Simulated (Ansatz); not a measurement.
Input

```
crystal:
  lattice:
    - [0.0, 3.83825, 3.83825]
    - [3.83825, 0.0, 3.83825]
    - [3.83825, 3.83825, 0.0]
  atoms:
    - { symbol: Si, position: [0.625, 0.625, 0.625] }
    - { symbol: Si, position: [0.125, 0.625, 0.625] }
    - { symbol: Si, position: [0.625, 0.625, 0.125] }
    - { symbol: Si, position: [0.625, 0.125, 0.625] }
    - { symbol: Si, position: [0.0, 0.0, 0.0] }
    - { symbol: Si, position: [0.25, 0.25, 0.25] }
    - { symbol: "N", position: [0.3824, 0.3824, 0.3824] }
    - { symbol: "N", position: [0.3972, 0.8676, 0.8676] }
    - { symbol: "N", position: [0.3824, 0.3824, 0.8528] }
    - { symbol: "N", position: [0.8676, 0.3972, 0.8676] }
    - { symbol: "N", position: [0.8528, 0.3824, 0.3824] }
    - { symbol: "N", position: [0.8676, 0.8676, 0.8676] }
    - { symbol: "N", position: [0.3824, 0.8528, 0.3824] }
    - { symbol: "N", position: [0.8676, 0.8676, 0.3972] }
scf:
  occupations: { method: fixed }
output:
  forces: true
  stress: true
  eigenvalues: true
  write_density: true
  write_potential: true
  elf: true
  volumetric_format: npy
hamiltonian:
  xc: lda
kpoints:
  mp_grid: { grid: [2, 2, 2] }
basis:
  ecutwfc: 400
relax:
  f_tol: 0.002
  max_steps: 60
  cell: { stress_tol: 0.02 }
```

Command:

```sh
ansatz run input.yaml --threads 4 --pin off --max-ram 10240MiB --backend cpu --events-out ev --progress --plain --runs-dir out
```

Below, planes, directions and counts refer to the conventional cell (a = 7.69 Å, b = 7.69 Å, c = 7.69 Å, α = 90.00°, β = 90.00°, γ = 90.00°).

The fields are those of the relaxed geometry.

Space group Fd-3m; the program warned that the cutoff is below the recommended one.

Computed with DFT LDA, scalar-relativistic, plane waves, PAW (Ansatz).

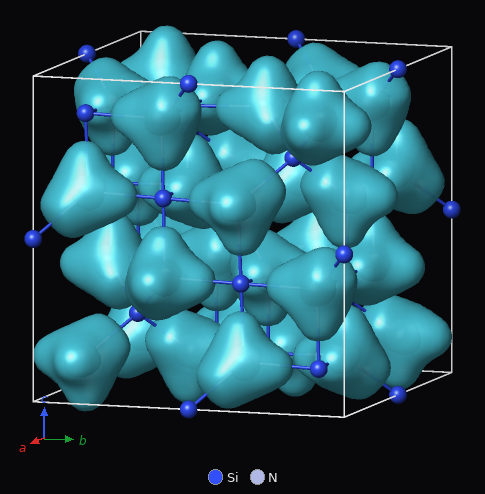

Si3N4. Isosurface of the electron localisation function at 0.65 (cyan), seen slightly off an axis. Only the valence region is drawn (cores and ρ < 0.01 e/Å³ removed). Sticks mark near contacts.

Core electrons are frozen (PAW), and the valence fields are smoothed inside the atomic spheres.

Q: Where are the electrons localised?

A: At this value the surface marks out 32 regions on N in which the atom's valence shell and bonds are merged, counted in one cell of 56 atoms. Regions shared between cells count once. Along the contacts the grid gives the following. Si–N (1.77 Å): the ELF peaks at about 0.90 between the atoms, as expected for a polar covalent bond. Si–N (1.87 Å): the ELF peaks at about 0.90 between the atoms.
